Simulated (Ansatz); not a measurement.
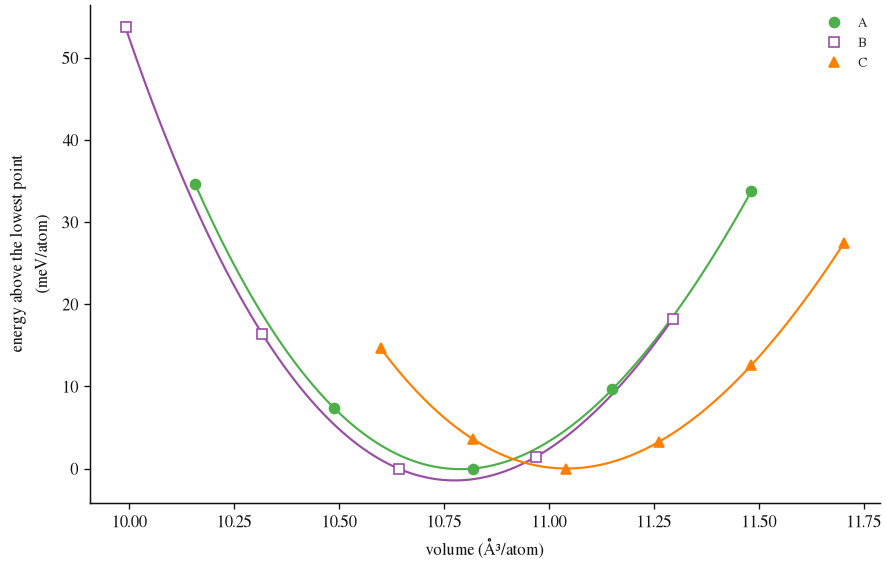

The figure shows the energy above the lowest point against volume, with one curve for each functional, for HfO₂ (space group Fm-3m). The labels are replaced by letters. In alphabetical order the cases are: HSE06; PBE; r2SCAN.

Calculation (Ansatz 0.2.0 development build): equation of state of a cubic crystal from periodic Kohn-Sham density functional theory without spin, third-order Birch-Murnaghan fit to the free energies; pressure corrected for the finite basis.

structure type fluorite; atoms in cell 3; space group number 225; lattice centring face-centred primitive; occupation method Fermi–Dirac; datasets soft-1 PAW; density tolerance 1e−07 eV; bands 23; density cutoff ratio 4; search for lower states default.

> Which letter stands for which functional?

A: r2SCAN; B: HSE06; C: PBE.

Keep in mind: cubic model structure, not the ambient form.
